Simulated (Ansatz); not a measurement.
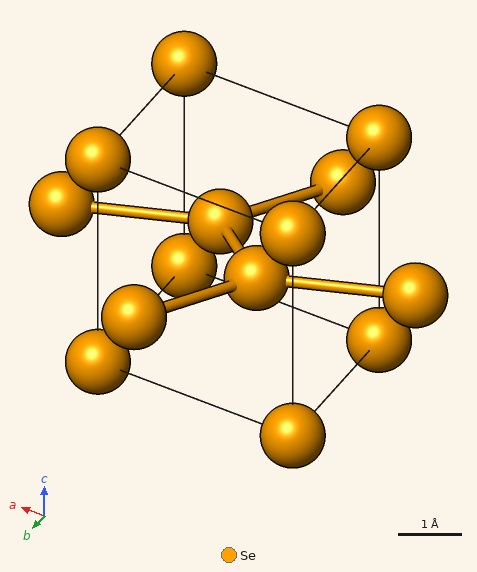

This is the input geometry for a relaxation of solid Se (built on the Hg_191 type) (coarse preliminary run). A ball-and-stick model of the cell of the calculation, seen from a free direction.

Case: Hg type (P6/mmm, No. 191).

All numbers below come from DFT PBE, scalar-relativistic, plane waves, PAW (Ansatz 0.2.0).

Input
```yaml
crystal:
  lattice:
    - [4.6319850131, 0.0, 0.0]
    - [-2.3159925065, 4.0114166913, 0.0]
    - [0.0, 0.0, 3.4676661815]
  atoms:
    - { symbol: Se, position: [0.3333333333, 0.6666666667, 0.5] }
    - { symbol: Se, position: [0.0, 0.0, 0.0] }
    - { symbol: Se, position: [0.6666666667, 0.3333333333, 0.5] }
basis:
  ecutwfc: 420
kpoints:
  mp_grid: { grid: [6, 6, 6] }
hamiltonian:
  xc: pbe
scf:
  occupations: { method: gaussian, width: 0.1 }
  lower_state_search: "off"
output:
  forces: true
  stress: true
  eigenvalues: true
relax:
  adjacent_minimum: "off"
  f_tol: 0.04
  max_steps: 70
  cell: { stress_tol: 0.4 }
```

### What does the optimiser find from here?

After 1 accepted move (2 points after the start) the energy has fallen by 0.3 meV per atom. All forces vanish by symmetry, so only the cell relaxes. The pressure goes from 0.02 to 0.03 GPa. The SCF was repeated once at an unchanged geometry on a basis and grid sized afresh for the cell, which shifted the energy by less than 0.05 meV per atom at most. No atom moves by more than 0.005 Å relative to the cell. The drawn cell changes as follows: a = b 4.632 → 4.620 Å (−0.3 %), c 3.468 → 3.500 Å (+0.9 %); the volume changes by +0.4 %. Some distances before and after: Se1–Se3 2.674 → 2.667 Å. The space group stays P6/mmm (No. 191).

The structure at the end:

```
Se
1.0
     4.61983    0.00000    0.00000
    -2.30991    4.00089    0.00000
     0.00000    0.00000    3.49984
Se
3
Direct
  0.33333 0.66667 0.50000
  0.00000 0.00000 0.00000
  0.66667 0.33333 0.50000
```

After the run, drawn alike:

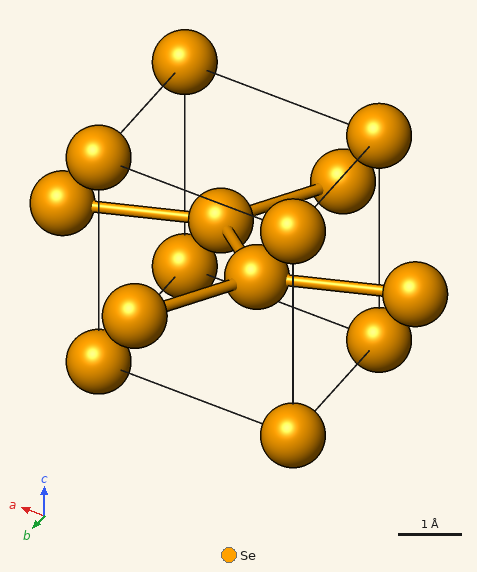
